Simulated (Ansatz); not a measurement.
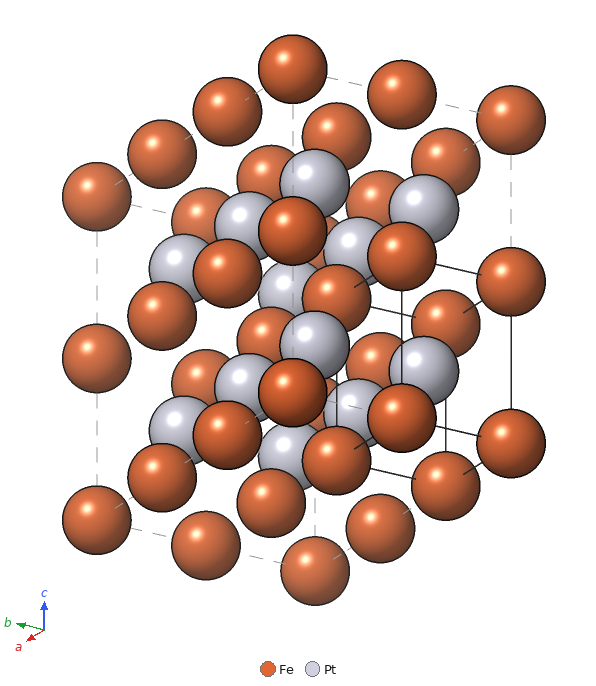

This spheres-only model is shown from a general direction. The conventional unit cell (solid box) is repeated to 3×2×2 cells. Cell: a = 2.716 Å, b = 2.716 Å, c = 3.749 Å, α = 90.00°, β = 90.00°, γ = 90.00°.

- The solid is FePt.
- It belongs to space group P4/mmm (No. 123) and has a primitive tetragonal lattice.
- Type of structure: CuAu (L1₀) type.
- Cell content: 1 Fe, 1 Pt, that is 1 formula unit.
- Fe is surrounded by eight Pt and four Fe in a cuboctahedral arrangement (about 2.7 Å to Pt, 2.7 Å to Fe). About every Pt there are eight Fe and four Pt in a cuboctahedral arrangement (about 2.7 Å to Fe, 2.7 Å to Pt).

Starting structure: a structure listed in the Materials Project. It was relaxed with DFT PBE, scalar-relativistic, plane waves, PAW (Ansatz) under a constraint or pressure on the cell, so some stress remains.
